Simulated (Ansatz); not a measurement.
## Single-point calculation of MgS

The run: single-point calculation of MgS (Fm-3m, 2 atoms in the cell). Method and program: DFT, PBE, plane waves, PAW, no spin polarisation (Ansatz 0.2.0).

The structure derives from an entry of the Crystallography Open Database. The geometry comes from this level: PBE. It belongs to a series of runs on one base structure; here: volume +6%.

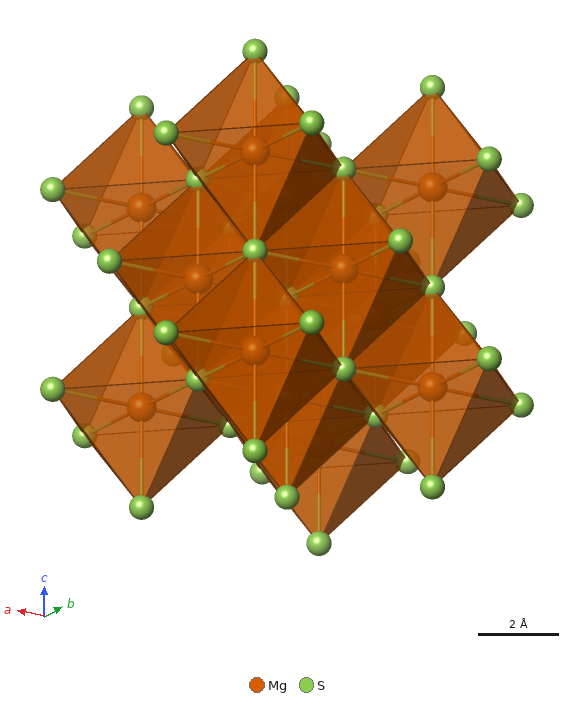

The structure as given in the input (polyhedral view of the cell 4 times as large as that of the calculation, set on its symmetry axes, seen at an oblique angle; polyhedra are completed across the faces of the cell).

Input file:
```yaml
crystal:
  lattice:
    - [0.0, 2.6661423961, 2.6661423961]
    - [2.6661423961, 0.0, 2.6661423961]
    - [2.6661423961, 2.6661423961, 0.0]
  atoms:
    - { symbol: Mg, position: [0.0, 0.0, 0.0] }
    - { symbol: S, position: [0.5, 0.5, 0.5] }
kpoints:
  mp_grid: { grid: [8, 8, 8] }
hamiltonian:
  xc: pbe
scf:
  occupations: { method: fixed }
  n_extra_bands: 4
output:
  forces: true
  stress: true
  eigenvalues: true
```

Run on 2 threads of Arm Neoverse V1, 24 GiB of memory available, shared host.

Command:
```bash
ansatz run input.yaml --threads 2 --pin off --max-ram 3686MiB --backend cpu --events-out ev --progress --plain --runs-dir out
```

Log:
```
scf.n_extra_bands = 4 over 8 filled bands (N_el = 16.0): the run solves 12 bands
Engine: ansatz 0.2.0, aarch64-unknown-linux-gnu
Pseudopotentials: kind: paw
Pseudopotential: Mg, paw, valence charge 10, recommended cutoff 420 eV (normal), Mg.paw.azcp
Pseudopotential: S, paw, valence charge 6, recommended cutoff 420 eV (normal), S.paw.azcp
Functional definition: PBE
  parameter kappa = 0.804
  parameter beta = 0.06672455060314922
  exchange = pbe_x(kappa = kappa, mu = beta*pi^2/3)
  correlation = pbe_c(beta = beta)
Crystal: 2 atoms, lattice volume = 37.904 Å³
Basis set: ecut = 420 eV, 725 PW (Γ), exchange–correlation on 54×54×54 points (8 copies of the dense FFT grid, shifted against one another)
Bands: 12, of which v1, the nominal top of the filled ones, is band 8 counted from 1 (7 counted from 0)
Symmetry: 48 space group operations
Space group: Fm-3m (ITA 225), of the structure as read, at distance tolerance 3.4e-5 Å
k-points: 29 of 512
Non-local potential: Mg, projectors of the file, l = 0: 3, l = 1: 2, l = 2: 1
Non-local potential: S, projectors of the file, l = 0: 2, l = 1: 2, l = 2: 2
PAW form: soft (Blöchl's): semilocal exchange-correlation on the pseudo side does not see the compensation charge
PAW one-centre angular grid: Mg, 110 points (default); XC on 64 Gauss nodes
PAW one-centre angular grid: S, 110 points (default); XC on 64 Gauss nodes
Initial density: superposition of atomic densities (neutral atoms: chi_scale 0, normalization atom), corrected by the library's trained network
Initial wavefunctions: pseudopotential atomic-orbital guess
Functional: x = pbe(κ = 0.804, μ = 0.2195149727645171), c = pbe(β = 0.06672455060314922)
SCF iter   1: F=—  HF=-2828.721840 eV  |F-HF|=—  |Δ(HF+E_count)|=         —  Δρ=4.40e-4  dr2=9.24e-5  ethr=1.77e-3  ⟨swp⟩=5.7  Hψ=1883  notcnv=0  defer=43
preconditioner: auto → none  [insulator: Δε(μ)=2.621 eV  Ē_g=11.328 eV  n_scr=14 (ndim 8)  ℏωp=17.1 eV  f_vac=0.000  ε∞_Penn≈3.3]
SCF iter   2: F=—  HF=-2828.721869 eV  |F-HF|=—  |Δ(HF+E_count)|=   2.90e-5  Δρ=1.85e-4  dr2=8.38e-6  ethr=5.78e-7  ⟨swp⟩=3.4  Hψ=893  notcnv=0  defer=53
SCF iter   3: F=—  HF=-2828.721891 eV  |F-HF|=—  |Δ(HF+E_count)|=   2.17e-5  Δρ=5.84e-5  dr2=6.36e-7  ethr=5.24e-8  ⟨swp⟩=2.0  Hψ=455  notcnv=0  defer=54
iter 4 did not close the SCF: its close was put off for the readings that it lacked (scf_convergence_deferred on its scf_iter line)
SCF iter   4: F=-2828.721895 eV  HF=-2828.721895 eV  |F-HF|=9.52e-9  |Δ(HF+E_count)|=   3.85e-6  Δρ=7.51e-6  dr2=3.14e-8  ethr=3.97e-9  ⟨swp⟩=2.0  Hψ=464  notcnv=0  defer=54
iter 5 did not close the SCF: its close was put off for the readings that it lacked (scf_convergence_deferred on its scf_iter line)
SCF iter   5: F=-2828.721895 eV  HF=-2828.721895 eV  |F-HF|=5.94e-10  |Δ(HF+E_count)|=   2.60e-9  Δρ=1.84e-6  dr2=6.52e-10  ethr=1.96e-10  ⟨swp⟩=2.0  Hψ=461  notcnv=0  defer=54
SCF iter   6: F=-2828.721895 eV  HF=-2828.721895 eV  |F-HF|=1.86e-11  |Δ(HF+E_count)|=  7.78e-10  Δρ=1.68e-7  dr2=6.40e-12  ethr=4.07e-12  ⟨swp⟩=4.6  Hψ=1485  notcnv=0
SCF 1 converged in 6 iterations: F = -2828.721895 eV  dr2 = 6.40e-12
  greatest PAW one-centre occupation: 1.000 electrons in one spin orbital (limit 2), on the Mg atom at site 0 (counted from 0), in its partial waves of l = 0
```

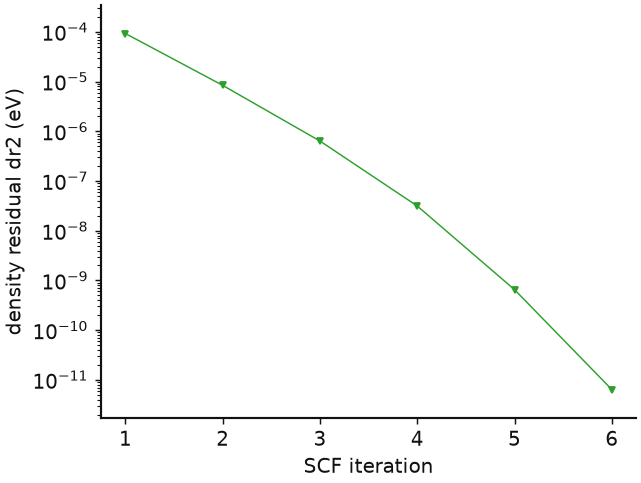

Convergence of the self-consistent field: density residual dr2 against the SCF iteration. The residual falls at every step.

```
SCF converged after 6 iterations
Free energy (F): -2828.721895 eV
Harris-Foulkes:  -2828.721895 eV  (|F-HF|=1.86e-11)
Internal energy: -2828.721895 eV  (E = F + TS)
E sigma→0 (E₀):  -2828.721895 eV
Fermi energy:    5.572631 eV
--- Per-component energies (eV) ---
  E_band       = -344.659483
  E_kinetic    = 183.485723
  E_local      = -1702.293261  (includes V_loc(G=0)·N_el)
  E_nonlocal   = 123.321835
  E_hartree    = 605.462887
  E_xc         = -126.927546
  E_vxc        = -125.941842  (∫ρ·V_xc dr)
  E_paw        = -893.278957  (= ΣΔE_a)
  E_vpaw       = -34.157716  (= ΣTr[D̂ρ^β])
  E_aug_tail   = -0.000005  (compensation charges beyond the density's cutoff)
  E_ewald      = -1018.492571
  E_smearing   = -0.000000  (= −TS)
  E_closure    = -0.000000  (closes the sum)
  Σ components = -2828.721895   (vs F -2828.721895, Δ=0.00e0)
--- Forces (eV/Å), atoms counted from 1 ---
  atom   1  Mg    -0.00000000     0.00000000     0.00000000
  atom   2  S      0.00000000    -0.00000000     0.00000000
  max |Σ_I F_I| component: 4.98e-30 eV/Å
--- Stress (GPa, compression-positive) ---
       -3.823245       0.000000      -0.000000
       -0.000000      -3.823245      -0.000000
        0.000000      -0.000000      -3.823245
  P = ⅓ Tr σ = -3.8232 GPa (-38.232 kbar)
--- Band table (eV; the first three rows and the last of 29) ---
  k-point 0: bands = ["-69.3175", "-36.0691", "-36.0691", "-36.0691", "-6.6975", "5.5726", "5.5726", "5.5726", "8.7434", "13.5241", "13.5241", "13.5241"]
  k-point 1: bands = ["-69.3175", "-36.0698", "-36.0692", "-36.0692", "-6.5632", "4.5715", "5.4861", "5.4861", "9.5685", "13.1608", "13.7344", "13.7344"]
  k-point 2: bands = ["-69.3174", "-36.0714", "-36.0694", "-36.0694", "-6.2034", "2.9446", "5.2956", "5.2956", "10.2411", "13.2771", "13.2771", "13.4821"]
  k-point 28: bands = ["-69.3173", "-36.0720", "-36.0720", "-36.0709", "-5.2170", "2.6537", "2.6537", "3.4134", "10.5329", "13.3444", "13.3856", "13.3856"]
```

Summary:

- outcome: converged
- space group (tolerance 0.01 Å): Fm-3m (225)
- electrons treated: 16
- free energy: −2828.7219 eV
- Fermi energy: 5.573 eV
- gap on the k-point mesh: 2.63 eV
- pressure: −3.82 GPa
- largest force (length of the vector): under 0.001 eV/Å
- wall time: 0.59 s (CPU time 1 s)
- peak memory: 0.26 GiB
